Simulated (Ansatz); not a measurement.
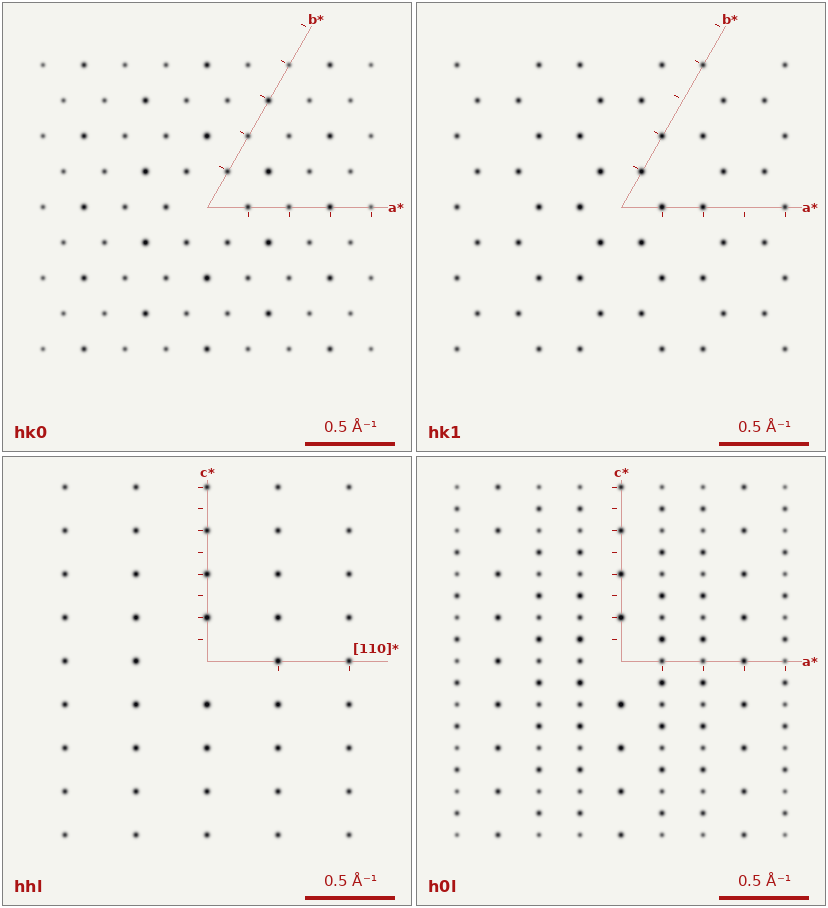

Simulated precession-type sections (X-rays; kinematic intensities, B = 0.5 Å²). The ticks mark integer indices of the conventional cell.

### Read the reciprocal cell and give the direct cell.

a* = 0.232, b* = 0.232, c* = 0.123 Å⁻¹, γ* = 60°; the cell is hexagonal with a = 4.98 Å, c = 8.13 Å (hexagonal axes).

### List the systematic absences.

Reflections are present only under these conditions. hkl: no condition; hk0: no condition; h0l: no condition; hhl: l = 2n; 00l: l = 2n. The lattice is primitive (P). Further gaps, such as 3 0 1, 0 3 1, 3 0 3, come from atoms on special positions, not from the group's general conditions.

### Which space groups fit?

The intensities have Laue symmetry 6/mmm (the hk0 layer shows 6mm, hk1 shows 6mm). With these conditions the candidates are P6_3mc (No. 186), P-62c (No. 190), P6_3/mmc (No. 194). Diffraction geometry alone does not choose among them; the structure has P6_3/mmc. The compound is Rb. Structure: the input geometry of an electronic-structure calculation (not necessarily at equilibrium); the starting structure was generated, so it need not be a known form of this composition.
